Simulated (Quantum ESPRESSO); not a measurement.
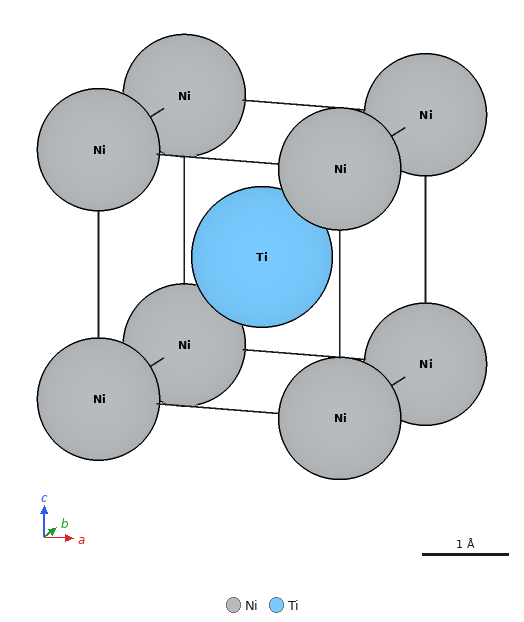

The structure as given in the input (spheres-only view of the cell of the calculation, seen slightly off an axis). An atom can appear more than once, as a periodic image.

# Band-structure run, with input and output: TiNi (part 1 of 3)

TiNi (Pm-3m, 2 atoms in the cell), computed with Kohn-Sham DFT of a periodic cell, PBEsol, GBRV 1.5 PBEsol, spin-polarised (Quantum ESPRESSO 7.5).

The structure derives from a Materials Project entry.

The input
```
&CONTROL
  calculation = 'scf'
  prefix = 'pwscf'
  outdir = './tmp'
  pseudo_dir = './pseudo'
  tprnfor = .true.
  tstress = .true.
  disk_io = 'low'
/
&SYSTEM
  ibrav = 0
  nat = 2
  ntyp = 2
  ecutwfc = 45
  ecutrho = 360
  nbnd = 25
  occupations = 'smearing'
  smearing = 'fd'
  degauss = 0.00367493
  nspin = 2
  starting_magnetization(1) = 0.0556
  starting_magnetization(2) = 0.0833
/
&ELECTRONS
  conv_thr = 4d-10
  electron_maxstep = 120
  mixing_beta = 0.3
/
ATOMIC_SPECIES
Ni    58.6934 ni_pbesol_v1.4.uspp.F.UPF
Ti    47.8670 ti_pbesol_v1.4.uspp.F.UPF
CELL_PARAMETERS angstrom
   2.9880661300    0.0000000000    0.0000000000
   0.0000000000    2.9880661300    0.0000000000
   0.0000000000    0.0000000000    2.9880661300
ATOMIC_POSITIONS crystal
Ni     0.0000000000    0.0000000000    0.0000000000
Ti     0.5000000000    0.5000000000    0.5000000000
K_POINTS automatic
9 9 9 0 0 0
```

File bands.in
```
&CONTROL
  calculation = 'bands'
  prefix = 'pwscf'
  outdir = './tmp'
  pseudo_dir = './pseudo'
  disk_io = 'low'
  verbosity = 'high'
/
&SYSTEM
  ibrav = 0
  nat = 2
  ntyp = 2
  ecutwfc = 45
  ecutrho = 360
  nbnd = 25
  occupations = 'smearing'
  smearing = 'fd'
  degauss = 0.00367493
  nspin = 2
  starting_magnetization(1) = 0.0556
  starting_magnetization(2) = 0.0833
/
&ELECTRONS
  conv_thr = 1d-08
  electron_maxstep = 120
  mixing_beta = 0.3
  diago_full_acc = .true.
  startingwfc = 'random'
/
ATOMIC_SPECIES
Ni    58.6934 ni_pbesol_v1.4.uspp.F.UPF
Ti    47.8670 ti_pbesol_v1.4.uspp.F.UPF
CELL_PARAMETERS angstrom
   2.9880661300    0.0000000000    0.0000000000
   0.0000000000    2.9880661300    0.0000000000
   0.0000000000    0.0000000000    2.9880661300
ATOMIC_POSITIONS crystal
Ni     0.0000000000    0.0000000000    0.0000000000
Ti     0.5000000000    0.5000000000    0.5000000000
K_POINTS crystal
60
 0.0000000000  0.0000000000  0.0000000000 1
 0.0000000000  0.0714285714  0.0000000000 1
 0.0000000000  0.1428571429  0.0000000000 1
 0.0000000000  0.2142857143  0.0000000000 1
 0.0000000000  0.2857142857  0.0000000000 1
 0.0000000000  0.3571428571  0.0000000000 1
 0.0000000000  0.4285714286  0.0000000000 1
 0.0000000000  0.5000000000  0.0000000000 1
 0.0714285714  0.5000000000  0.0000000000 1
 0.1428571429  0.5000000000  0.0000000000 1
 0.2142857143  0.5000000000  0.0000000000 1
 0.2857142857  0.5000000000  0.0000000000 1
 0.3571428571  0.5000000000  0.0000000000 1
 0.4285714286  0.5000000000  0.0000000000 1
 0.5000000000  0.5000000000  0.0000000000 1
 0.4545454545  0.4545454545  0.0000000000 1
 0.4090909091  0.4090909091  0.0000000000 1
 0.3636363636  0.3636363636  0.0000000000 1
 0.3181818182  0.3181818182  0.0000000000 1
 0.2727272727  0.2727272727  0.0000000000 1
 0.2272727273  0.2272727273  0.0000000000 1
 0.1818181818  0.1818181818  0.0000000000 1
 0.1363636364  0.1363636364  0.0000000000 1
 0.0909090909  0.0909090909  0.0000000000 1
 0.0454545455  0.0454545455  0.0000000000 1
 0.0000000000  0.0000000000  0.0000000000 1
 0.0357142857  0.0357142857  0.0357142857 1
 0.0714285714  0.0714285714  0.0714285714 1
 0.1071428571  0.1071428571  0.1071428571 1
 0.1428571429  0.1428571429  0.1428571429 1
 0.1785714286  0.1785714286  0.1785714286 1
 0.2142857143  0.2142857143  0.2142857143 1
 0.2500000000  0.2500000000  0.2500000000 1
 0.2857142857  0.2857142857  0.2857142857 1
 0.3214285714  0.3214285714  0.3214285714 1
 0.3571428571  0.3571428571  0.3571428571 1
 0.3928571429  0.3928571429  0.3928571429 1
 0.4285714286  0.4285714286  0.4285714286 1
 0.4642857143  0.4642857143  0.4642857143 1
 0.5000000000  0.5000000000  0.5000000000 1
 0.4545454545  0.5000000000  0.4545454545 1
 0.4090909091  0.5000000000  0.4090909091 1
 0.3636363636  0.5000000000  0.3636363636 1
 0.3181818182  0.5000000000  0.3181818182 1
 0.2727272727  0.5000000000  0.2727272727 1
 0.2272727273  0.5000000000  0.2272727273 1
 0.1818181818  0.5000000000  0.1818181818 1
 0.1363636364  0.5000000000  0.1363636364 1
 0.0909090909  0.5000000000  0.0909090909 1
 0.0454545455  0.5000000000  0.0454545455 1
 0.0000000000  0.5000000000  0.0000000000 1
 0.5000000000  0.5000000000  0.0000000000 1
 0.5000000000  0.5000000000  0.0625000000 1
 0.5000000000  0.5000000000  0.1250000000 1
 0.5000000000  0.5000000000  0.1875000000 1
 0.5000000000  0.5000000000  0.2500000000 1
 0.5000000000  0.5000000000  0.3125000000 1
 0.5000000000  0.5000000000  0.3750000000 1
 0.5000000000  0.5000000000  0.4375000000 1
 0.5000000000  0.5000000000  0.5000000000 1
```

Hardware: 2 threads of Arm Neoverse V2, 24 GiB of memory available, shared host.

Launched with:
```bash
OMP_NUM_THREADS=1 mpirun -n 2 pw.x -nk 2 -in pw.in > pw.out
OMP_NUM_THREADS=1 mpirun -n 2 pw.x -nk 2 -in bands.in > bands.out
```

The program's output
```
This program is part of the open-source Quantum ESPRESSO suite
     for quantum simulation of materials; please cite
         "P. Giannozzi et al., J. Phys.:Condens. Matter 21 395502 (2009);
         "P. Giannozzi et al., J. Phys.:Condens. Matter 29 465901 (2017);
         "P. Giannozzi et al., J. Chem. Phys. 152 154105 (2020);
          URL
     in publications or presentations arising from this work. More details at

     Message from routine setup:
     using ibrav=0 with symmetry is DISCOURAGED, use correct ibrav instead

     K-points division:     npool     =       2
     Subspace diagonalization in iterative solution of the eigenvalue problem:
     a serial algorithm will be used

     G-vector sticks info
     --------------------
     sticks:   dense  smooth     PW     G-vecs:    dense   smooth      PW
     Sum         917     457    145                20719     7249    1357

     Using Slab Decomposition

     bravais-lattice index     =            0
     lattice parameter (alat)  =       5.6466  a.u.
     unit-cell volume          =     180.0393 (a.u.)^3
     number of atoms/cell      =            2
     number of atomic types    =            2
     number of electrons       =        30.00
     number of Kohn-Sham states=           25
     kinetic-energy cutoff     =      45.0000  Ry
     charge density cutoff     =     360.0000  Ry
     scf convergence threshold =      4.0E-10
     mixing beta               =       0.3000
     number of iterations used =            8  plain     mixing
     Exchange-correlation= SLA  PW   PSX  PSC
                           (   1   4  10   8   0   0   0)

     celldm(1)=   5.646627  celldm(2)=   0.000000  celldm(3)=   0.000000
     celldm(4)=   0.000000  celldm(5)=   0.000000  celldm(6)=   0.000000

     crystal axes: (cart. coord. in units of alat)
               a(1) = (   1.000000   0.000000   0.000000 )
               a(2) = (   0.000000   1.000000   0.000000 )
               a(3) = (   0.000000   0.000000   1.000000 )

     reciprocal axes: (cart. coord. in units 2 pi/alat)
               b(1) = (  1.000000  0.000000  0.000000 )
               b(2) = (  0.000000  1.000000  0.000000 )
               b(3) = (  0.000000  0.000000  1.000000 )

     PseudoPot. # 1 for Ni read from file:
     ni_pbesol_v1.4.uspp.F.UPF
     Pseudo is Ultrasoft + core correction, Zval = 18.0
     Generated by new atomic code, or converted to UPF format
     Using radial grid of  865 points,  6 beta functions with:
                l(1) =   0
                l(2) =   0
                l(3) =   1
                l(4) =   1
                l(5) =   2
                l(6) =   2
     Q(r) pseudized with 10 coefficients,  rinner =    0.980   0.980   0.980
                                                       0.980   0.980

     PseudoPot. # 2 for Ti read from file:
     ti_pbesol_v1.4.uspp.F.UPF
     Pseudo is Ultrasoft + core correction, Zval = 12.0
     Generated by new atomic code, or converted to UPF format
     Using radial grid of  851 points,  6 beta functions with:
                l(1) =   0
                l(2) =   0
                l(3) =   1
                l(4) =   1
                l(5) =   2
                l(6) =   2
     Q(r) pseudized with  6 coefficients,  rinner =    1.000   1.000   1.000
                                                       1.000   1.000

     atomic species   valence    mass     pseudopotential
     Ni               18.00    58.69340     Ni( 1.00)
     Ti               12.00    47.86700     Ti( 1.00)

     Starting magnetic structure
     atomic species   magnetization
     Ni              0.056
     Ti              0.083

     48 Sym. Ops., with inversion, found

   Cartesian axes

     site n.     atom                  positions (alat units)
         1        Ni     tau(   1) = (   0.0000000   0.0000000   0.0000000  )
         2        Ti     tau(   2) = (   0.5000000   0.5000000   0.5000000  )

     number of k points=    35  Fermi-Dirac smearing, width (Ry)=  0.0037
                       cart. coord. in units 2pi/alat
        k(    1) = (   0.0000000   0.0000000   0.0000000), wk =   0.0013717
        k(    2) = (   0.0000000   0.0000000   0.1111111), wk =   0.0082305
        k(    3) = (   0.0000000   0.0000000   0.2222222), wk =   0.0082305
        k(    4) = (   0.0000000   0.0000000   0.3333333), wk =   0.0082305
        k(    5) = (   0.0000000   0.0000000   0.4444444), wk =   0.0082305
        k(    6) = (   0.0000000   0.1111111   0.1111111), wk =   0.0164609
        k(    7) = (   0.0000000   0.1111111   0.2222222), wk =   0.0329218
        k(    8) = (   0.0000000   0.1111111   0.3333333), wk =   0.0329218
        k(    9) = (   0.0000000   0.1111111   0.4444444), wk =   0.0329218
        k(   10) = (   0.0000000   0.2222222   0.2222222), wk =   0.0164609
        k(   11) = (   0.0000000   0.2222222   0.3333333), wk =   0.0329218
        k(   12) = (   0.0000000   0.2222222   0.4444444), wk =   0.0329218
        k(   13) = (   0.0000000   0.3333333   0.3333333), wk =   0.0164609
        k(   14) = (   0.0000000   0.3333333   0.4444444), wk =   0.0329218
        k(   15) = (   0.0000000   0.4444444   0.4444444), wk =   0.0164609
        k(   16) = (   0.1111111   0.1111111   0.1111111), wk =   0.0109739
        k(   17) = (   0.1111111   0.1111111   0.2222222), wk =   0.0329218
        k(   18) = (   0.1111111   0.1111111   0.3333333), wk =   0.0329218
        k(   19) = (   0.1111111   0.1111111   0.4444444), wk =   0.0329218
        k(   20) = (   0.1111111   0.2222222   0.2222222), wk =   0.0329218
        k(   21) = (   0.1111111   0.2222222   0.3333333), wk =   0.0658436
        k(   22) = (   0.1111111   0.2222222   0.4444444), wk =   0.0658436
        k(   23) = (   0.1111111   0.3333333   0.3333333), wk =   0.0329218
        k(   24) = (   0.1111111   0.3333333   0.4444444), wk =   0.0658436
        k(   25) = (   0.1111111   0.4444444   0.4444444), wk =   0.0329218
        k(   26) = (   0.2222222   0.2222222   0.2222222), wk =   0.0109739
        k(   27) = (   0.2222222   0.2222222   0.3333333), wk =   0.0329218
        k(   28) = (   0.2222222   0.2222222   0.4444444), wk =   0.0329218
        k(   29) = (   0.2222222   0.3333333   0.3333333), wk =   0.0329218
        k(   30) = (   0.2222222   0.3333333   0.4444444), wk =   0.0658436
        k(   31) = (   0.2222222   0.4444444   0.4444444), wk =   0.0329218
        k(   32) = (   0.3333333   0.3333333   0.3333333), wk =   0.0109739
        k(   33) = (   0.3333333   0.3333333   0.4444444), wk =   0.0329218
        k(   34) = (   0.3333333   0.4444444   0.4444444), wk =   0.0329218
        k(   35) = (   0.4444444   0.4444444   0.4444444), wk =   0.0109739

     Dense  grid:    20719 G-vectors     FFT dimensions: (  36,  36,  36)

     Smooth grid:     7249 G-vectors     FFT dimensions: (  25,  25,  25)

     Check: negative core charge=   -0.000015
     Generating pointlists ...
     new r_m :   0.3572 (alat units)  2.0172 (a.u.) for type    1
     new r_m :   0.3572 (alat units)  2.0172 (a.u.) for type    2

     Initial potential from superposition of free atoms

     starting charge      27.0000, renormalised to      30.0000

     negative rho (up, down):  4.800E-04 4.062E-04
     Starting wfcs are   23 randomized atomic wfcs +    2 random wfcs

     Self-consistent Calculation

     iteration #  1     ecut=    45.00 Ry     beta= 0.30
     Davidson diagonalization with overlap
     ethr =  1.00E-02,  avg # of iterations =  5.1

     negative rho (up, down):  2.047E-04 1.902E-04

     total energy              =    -442.88412508 Ry
     estimated scf accuracy    <      65.44967931 Ry

     total magnetization       =     0.38 Bohr mag/cell
     absolute magnetization    =     0.39 Bohr mag/cell

     iteration #  2     ecut=    45.00 Ry     beta= 0.30
     Davidson diagonalization with overlap
     ethr =  1.00E-02,  avg # of iterations =  3.1

     negative rho (up, down):  2.691E-04 2.564E-04

     total energy              =    -463.06424807 Ry
     estimated scf accuracy    <      22.20870371 Ry

     total magnetization       =     0.16 Bohr mag/cell
     absolute magnetization    =     0.16 Bohr mag/cell

     iteration #  3     ecut=    45.00 Ry     beta= 0.30
     Davidson diagonalization with overlap
     ethr =  1.00E-02,  avg # of iterations =  2.0

     negative rho (up, down):  3.240E-04 3.140E-04

     total energy              =    -462.30998328 Ry
     estimated scf accuracy    <       6.43157959 Ry

     total magnetization       =     0.13 Bohr mag/cell
     absolute magnetization    =     0.13 Bohr mag/cell

     iteration #  4     ecut=    45.00 Ry     beta= 0.30
     Davidson diagonalization with overlap
     ethr =  1.00E-02,  avg # of iterations =  1.4

     negative rho (up, down):  9.872E-04 1.169E-03

     total energy              =    -462.19163019 Ry
     estimated scf accuracy    <       1.41738545 Ry

     total magnetization       =     0.21 Bohr mag/cell
     absolute magnetization    =     0.21 Bohr mag/cell

     iteration #  5     ecut=    45.00 Ry     beta= 0.30
     Davidson diagonalization with overlap
     ethr =  4.72E-03,  avg # of iterations =  2.4

     negative rho (up, down):  3.544E-04 3.583E-04

     total energy              =    -460.77680042 Ry
     estimated scf accuracy    <       8.02865825 Ry

     total magnetization       =    -0.01 Bohr mag/cell
     absolute magnetization    =     0.05 Bohr mag/cell

     iteration #  6     ecut=    45.00 Ry     beta= 0.30
     Davidson diagonalization with overlap
     ethr =  4.72E-03,  avg # of iterations =  2.0

     negative rho (up, down):  3.245E-04 3.526E-04

     total energy              =    -462.28895693 Ry
     estimated scf accuracy    <       0.02308990 Ry

     total magnetization       =     0.40 Bohr mag/cell
     absolute magnetization    =     0.40 Bohr mag/cell

     iteration #  7     ecut=    45.00 Ry     beta= 0.30
     Davidson diagonalization with overlap
     ethr =  7.70E-05,  avg # of iterations =  2.7

     negative rho (up, down):  2.765E-04 3.282E-04

     total energy              =    -462.22569338 Ry
     estimated scf accuracy    <       0.13712795 Ry

     total magnetization       =     0.37 Bohr mag/cell
     absolute magnetization    =     0.37 Bohr mag/cell

     iteration #  8     ecut=    45.00 Ry     beta= 0.30
     Davidson diagonalization with overlap
     ethr =  7.70E-05,  avg # of iterations =  2.7

     negative rho (up, down):  2.838E-04 3.350E-04

     total energy              =    -462.32172549 Ry
     estimated scf accuracy    <       0.90235010 Ry

     total magnetization       =     0.11 Bohr mag/cell
     absolute magnetization    =     0.11 Bohr mag/cell

     iteration #  9     ecut=    45.00 Ry     beta= 0.30
     Davidson diagonalization with overlap
     ethr =  7.70E-05,  avg # of iterations =  1.0

     negative rho (up, down):  2.917E-04 3.415E-04

     total energy              =    -462.30371817 Ry
     estimated scf accuracy    <       0.48668095 Ry

     total magnetization       =     0.17 Bohr mag/cell
     absolute magnetization    =     0.17 Bohr mag/cell

     iteration # 10     ecut=    45.00 Ry     beta= 0.30
     Davidson diagonalization with overlap
     ethr =  7.70E-05,  avg # of iterations =  1.0

     negative rho (up, down):  3.010E-04 3.563E-04

     total energy              =    -462.25718316 Ry
     estimated scf accuracy    <       0.25823670 Ry

     total magnetization       =     0.23 Bohr mag/cell
     absolute magnetization    =     0.23 Bohr mag/cell

     iteration # 11     ecut=    45.00 Ry     beta= 0.30
     Davidson diagonalization with overlap
     ethr =  7.70E-05,  avg # of iterations =  2.0

     negative rho (up, down):  3.026E-04 3.578E-04
```
